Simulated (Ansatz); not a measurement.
**Single-point calculation, with input and output: Sn (part 1 of 2)**

- system: Sn (slab, 18 atoms in the cell)
- method: DFT PBE+D3(BJ), scalar-relativistic, plane waves, PAW, no spin polarisation (Ansatz 0.2.0)

The structure derives from an entry of the Crystallography Open Database. It belongs to a series of runs on one base structure; here: the slab at its places in the relaxed adsorbed structure. Figures and captions count atoms from 1; the log counts them from 0 in places.

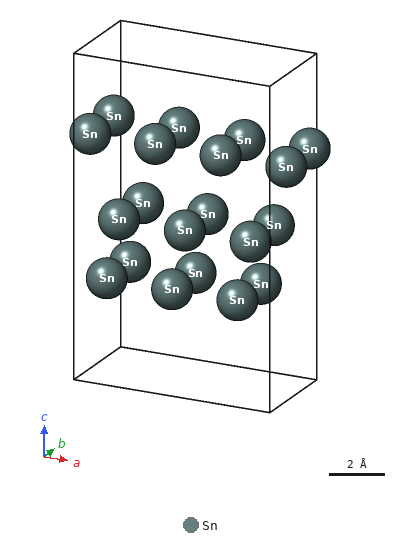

The input geometry (spheres-only view of the cell of the calculation, with the vacuum cut short, seen slightly off an axis). An atom can appear more than once, as a periodic image.

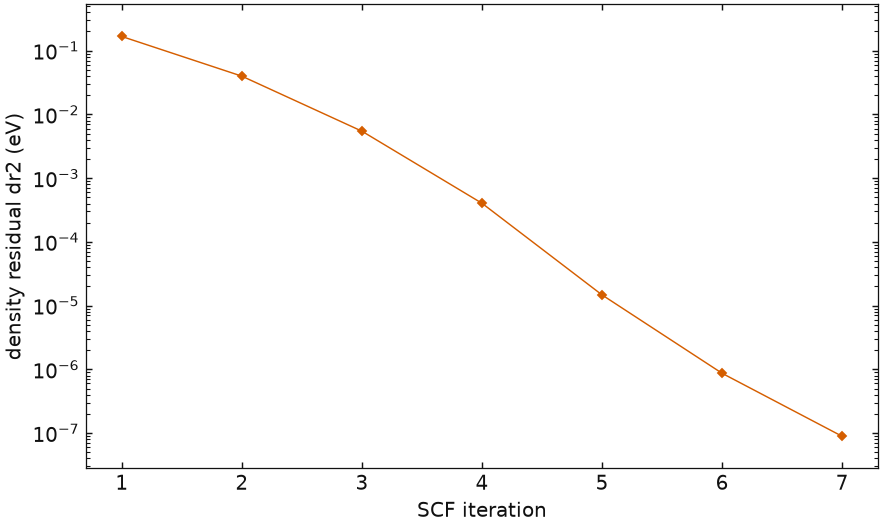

Convergence of the self-consistent field: density residual dr2 against the SCF iteration. The residual falls at every step.

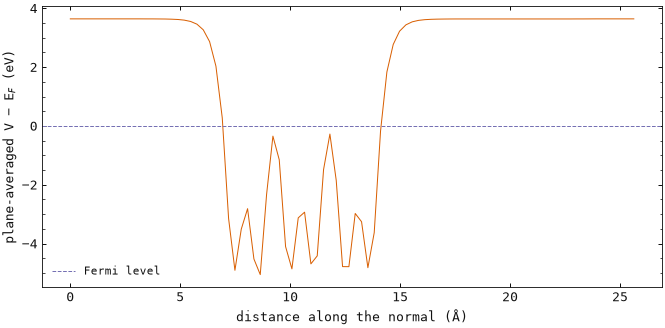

Plane average of the electrostatic potential energy of an electron across the cell, from the Fermi level. The vacuum level lies 3.64 eV above the Fermi level.

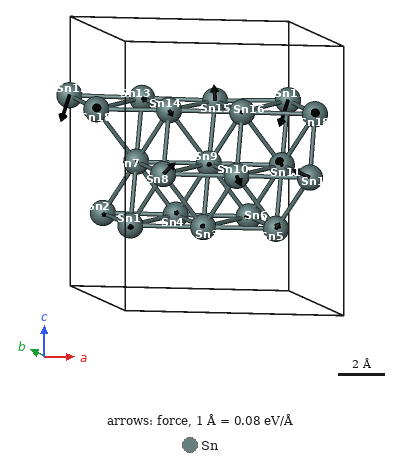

Forces on the atoms as black arrows (ball-and-stick view of the cell of the calculation, with the vacuum cut short, seen slightly off an axis; atoms are numbered from 1 in the order of the input). The largest act on Sn17 (0.11 eV/Å); Sn12 (0.07 eV/Å); Sn8, Sn11, Sn15 (0.06 eV/Å); Sn10, Sn18 (0.05 eV/Å). The geometry is not a stationary point of this energy.

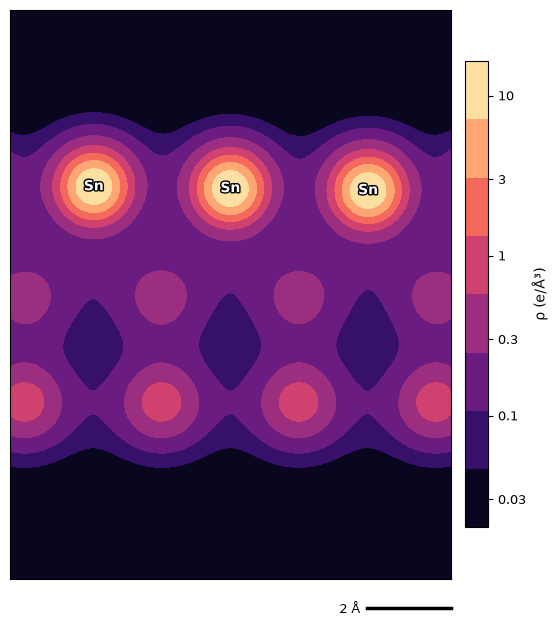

Valence electron density on the (010) plane of the calculation cell, a cut from vacuum to vacuum. Sn–Sn (3.27 Å): the density is about 0.17 e/Å³ at the midpoint. The density dies away to nearly zero in the vacuum. In a PAW calculation such maps are meaningful between the atoms, not at the nuclei.

The input that produced these results follows, with the program's output.

Input file:
```yaml
crystal:
  lattice:
    - [9.7699238334, 0.0, 0.0]
    - [-3.2566412778, 6.0107644543, 0.0]
    - [0.0, 0.0, 25.9122561057]
  atoms:
    - { symbol: Sn, position: [0.0978496266, 0.2935488799, 0.3087342132] }
    - { symbol: Sn, position: [0.0978496266, 0.7935488799, 0.3087342132] }
    - { symbol: Sn, position: [0.43118296, 0.2935488799, 0.3087342132] }
    - { symbol: Sn, position: [0.43118296, 0.7935488799, 0.3087342132] }
    - { symbol: Sn, position: [0.7645162933, 0.2935488799, 0.3087342132] }
    - { symbol: Sn, position: [0.7645162933, 0.7935488799, 0.3087342132] }
    - { symbol: Sn, position: [0.2057116221, 0.6168209144, 0.4063131048] }
    - { symbol: Sn, position: [0.2030393698, 0.1138564352, 0.406561283] }
    - { symbol: Sn, position: [0.5366169037, 0.6107578967, 0.4064158567] }
    - { symbol: Sn, position: [0.5389367501, 0.1146958277, 0.4063768659] }
    - { symbol: Sn, position: [0.8725895478, 0.6184950874, 0.4060228905] }
    - { symbol: Sn, position: [0.8745397979, 0.1153966758, 0.4061797575] }
    - { symbol: Sn, position: [0.3125487022, 0.935725087, 0.504315609] }
    - { symbol: Sn, position: [0.3107327192, 0.4348696096, 0.5045286619] }
    - { symbol: Sn, position: [0.6470118717, 0.9346650119, 0.5024612968] }
    - { symbol: Sn, position: [0.6447906585, 0.4346411233, 0.5039675572] }
    - { symbol: Sn, position: [0.980089231, 0.9341398495, 0.5060413782] }
    - { symbol: Sn, position: [0.9788109607, 0.439191728, 0.5031456854] }
basis:
  ecutwfc: 420
kpoints:
  mp_grid: { grid: [2, 3, 1] }
hamiltonian:
  xc: pbe
  dispersion: d3bj
scf:
  occupations: { method: gaussian, width: 0.1 }
output:
  forces: true
  eigenvalues: true
  write_density: true
  volumetric_format: npy
efield:
  axis: 3
  dipole_correction: true
  ramp_width: 0.04
```

Run as:
```bash
ansatz run input.yaml --threads 4 --pin off --max-ram 10240MiB --backend cpu --events-out ev --progress --plain --runs-dir out
```

Log:
```
Engine: ansatz 0.2.0, aarch64-unknown-linux-gnu
Pseudopotentials: kind: paw
Pseudopotential: Sn, paw, valence charge 14, recommended cutoff 420 eV (normal), Sn.paw.azcp
Functional definition: PBE
  parameter kappa = 0.804
  parameter beta = 0.06672455060314922
  exchange = pbe_x(kappa = kappa, mu = beta*pi^2/3)
  correlation = pbe_c(beta = beta)
Crystal: 18 atoms, lattice volume = 1521.690 Å³
Basis set: ecut = 420 eV, 29749 PW (Γ), exchange–correlation on 144×96×360 points (8 copies of the dense FFT grid, shifted against one another)
Bands: 152, of which v1, the nominal top of the filled ones, is band 126 counted from 1 (125 counted from 0)
Symmetry: 1 space group operations
Space group: P1 (ITA 1), of the structure as read, at distance tolerance 1.2e-4 Å
k-points: 4 of 6 (time reversal used)
Non-local potential: Sn, projectors of the file, l = 0: 2, l = 1: 2, l = 2: 2, l = 3: 2
PAW form: soft (Blöchl's): semilocal exchange-correlation on the pseudo side does not see the compensation charge
PAW one-centre angular grid: Sn, 590 points (default); XC on 64 Gauss nodes
Initial density: superposition of atomic densities (neutral atoms: chi_scale 0, normalization atom), corrected by the library's trained network
Initial wavefunctions: pseudopotential atomic-orbital guess
Functional: x = pbe(κ = 0.804, μ = 0.2195149727645171), c = pbe(β = 0.06672455060314922)
SCF iter   1: F=—  HF=-108437.427821 eV  |F-HF|=—  |Δ(HF+E_count)|=         —  Δρ=1.48e-3  dr2=1.67e-1  ethr=1.77e-3  p=0.001 e·Å  D=9.29e-5 V/Å  ΔV_dip=-0.00 eV  dr2_dipole=1.00e-5  V_vac-E_F(+/−)=3.94/3.94 eV  ⟨swp⟩=8.0  Hψ=2422  notcnv=0  defer=1
efield: sawtooth ramp at fractional position 0.8874 (placed from the atoms, in the widest stretch of the axis that holds none; the zero of the levels goes with the place), width 0.0400; the density the first Hamiltonian is built on has a dipole p = 0.001 e·Å; the dipole correction subtracts the counter field D = 9.29e-5 V/Å, which shifts the + side's vacuum level by -0.00 eV against the − side's; the planar-averaged density in the ramp window peaks in size at 1.3e-6 e/Å³
preconditioner: auto → LDOS  [insulator: Δε(μ)=0.154 eV  Ē_g=18.903 eV  σ=0.100 eV  W_gap=0.57  n_scr=210 (ndim 8)  ℏωp=15.1 eV  f_vac=0.639  D(μ)=6.06/eV (n_scr^D=12)  ε∞_Penn≈1.6  β→1.0]
SCF iter   2: F=—  HF=-108437.403268 eV  |F-HF|=—  |Δ(HF+E_count)|=   2.46e-2  Δρ=1.07e-3  dr2=3.98e-2  ethr=6.61e-5  p=0.001 e·Å  D=1.35e-4 V/Å  ΔV_dip=-0.00 eV  dr2_dipole=2.12e-6  V_vac-E_F(+/−)=3.61/3.62 eV  ⟨swp⟩=2.0  Hψ=1230  notcnv=0  defer=50
SCF iter   3: F=—  HF=-108437.393183 eV  |F-HF|=—  |Δ(HF+E_count)|=   1.01e-2  Δρ=2.96e-4  dr2=5.45e-3  ethr=1.58e-5  p=0.001 e·Å  D=1.23e-4 V/Å  ΔV_dip=-0.00 eV  dr2_dipole=2.10e-7  V_vac-E_F(+/−)=3.67/3.67 eV  ⟨swp⟩=2.0  Hψ=1045  notcnv=0  defer=50
SCF iter   4: F=—  HF=-108437.392519 eV  |F-HF|=—  |Δ(HF+E_count)|=   6.64e-4  Δρ=1.38e-4  dr2=4.03e-4  ethr=2.16e-6  p=0.001 e·Å  D=1.26e-4 V/Å  ΔV_dip=-0.00 eV  dr2_dipole=5.01e-9  V_vac-E_F(+/−)=3.64/3.64 eV  ⟨swp⟩=3.0  Hψ=1140  notcnv=0  defer=50
SCF iter   5: F=—  HF=-108437.392383 eV  |F-HF|=—  |Δ(HF+E_count)|=   1.35e-4  Δρ=3.06e-5  dr2=1.47e-5  ethr=1.60e-7  p=0.001 e·Å  D=1.31e-4 V/Å  ΔV_dip=-0.00 eV  dr2_dipole=9.58e-10  V_vac-E_F(+/−)=3.64/3.64 eV  ⟨swp⟩=2.0  Hψ=1040  notcnv=0  defer=50
SCF iter   6: F=—  HF=-108437.392316 eV  |F-HF|=—  |Δ(HF+E_count)|=   6.76e-5  Δρ=6.82e-6  dr2=8.66e-7  ethr=5.84e-9  p=0.001 e·Å  D=1.31e-4 V/Å  ΔV_dip=-0.00 eV  dr2_dipole=5.31e-9  V_vac-E_F(+/−)=3.64/3.64 eV  ⟨swp⟩=2.0  Hψ=1117  notcnv=0  defer=20
SCF iter   7: F=-108437.392317 eV  HF=-108437.392317 eV  |F-HF|=1.63e-8  |Δ(HF+E_count)|=   9.10e-7  Δρ=2.03e-6  dr2=8.89e-8  ethr=3.97e-11  p=0.001 e·Å  D=1.34e-4 V/Å  ΔV_dip=-0.00 eV  dr2_dipole=4.59e-9  V_vac-E_F(+/−)=3.64/3.64 eV  ⟨swp⟩=16.5  Hψ=3247  notcnv=0
SCF 1 converged in 7 iterations: F = -108437.392317 eV  dr2 = 8.89e-8
  greatest PAW one-centre occupation: 0.991 electrons in one spin orbital (limit 2), on the Sn atom at site 9 (counted from 0), in its partial waves of l = 2
SCF converged after 7 iterations
Free energy (F): -108437.392317 eV
Harris-Foulkes:  -108437.392317 eV  (|F-HF|=1.63e-8)
Internal energy: -108437.361616 eV  (E = F + TS)
E sigma→0 (E₀):  -108437.376966 eV
Entropy (-TS):   -0.030701 eV (-1.706 meV/atom)
Fermi energy:    1.100239 eV
Dipole field:    D = 0.000101 V/Å  (p = 0.000846 e·Å, saw-weighted, corrected)
Work function:   Φ+ = 3.6372 eV   Φ− = 3.6398 eV
Levels:          The Fermi level and band energies are counted from a zero that moves with the ramp; work functions are not
--- Per-component energies (eV) ---
  E_band       = -3962.512117
  E_kinetic    = 3354.360483
  E_local      = -231877.942084  (includes V_loc(G=0)·N_el)
  E_nonlocal   = -588.029985
  E_hartree    = 116616.502529
  E_xc         = -6893.464335
  E_vxc        = -1734.995574  (∫ρ·V_xc dr)
  E_paw        = -74425.245773  (= ΣΔE_a)
  E_vpaw       = -6348.909252  (= ΣTr[D̂ρ^β])
  E_aug_tail   = -0.000008  (compensation charges beyond the density's cutoff)
  E_efield     = 0.000000  (sawtooth field / dipole correction)
  E_vefield    = 0.000666  (∫n·V_field dr)
  E_ewald      = 85381.664411
  E_disp       = -5.206856  (pairwise vdW)
  E_smearing   = -0.030701  (= −TS)
  E_closure    = -0.000000  (closes the sum)
  Σ components = -108437.392317   (vs F -108437.392317, Δ=0.00e0)
--- Forces (eV/Å), atoms counted from 1 ---
  atom   1  Sn     0.00041274     0.01443042    -0.01902092
  atom   2  Sn     0.01034988    -0.00469997    -0.01416593
  atom   3  Sn    -0.00499065    -0.01152007     0.01287877
  atom   4  Sn     0.00741903    -0.00220964     0.01734623
  atom   5  Sn     0.01500174    -0.00913546     0.02510646
  atom   6  Sn    -0.01794680     0.01041198    -0.00544671
  atom   7  Sn     0.01174248    -0.00445958     0.00344984
  atom   8  Sn     0.04326074     0.01295973     0.04140397
  atom   9  Sn     0.00191225     0.01195825    -0.01200689
  atom  10  Sn     0.01727934     0.01014632    -0.04037778
  atom  11  Sn    -0.01077254    -0.04482490     0.03515655
  atom  12  Sn    -0.06550940     0.00145405     0.02927765
  atom  13  Sn     0.02001726     0.00695847    -0.01543486
  atom  14  Sn     0.01338927     0.00269600    -0.02570604
  atom  15  Sn    -0.00645528     0.01758299     0.05628295
  atom  16  Sn    -0.00907670     0.00242086    -0.00457571
  atom  17  Sn    -0.03539666     0.03204465    -0.10368092
  atom  18  Sn     0.00936334    -0.04621590     0.01954743
  max |Σ_I F_I| component: 3.41e-5 eV/Å
--- Band table (eV) ---
```
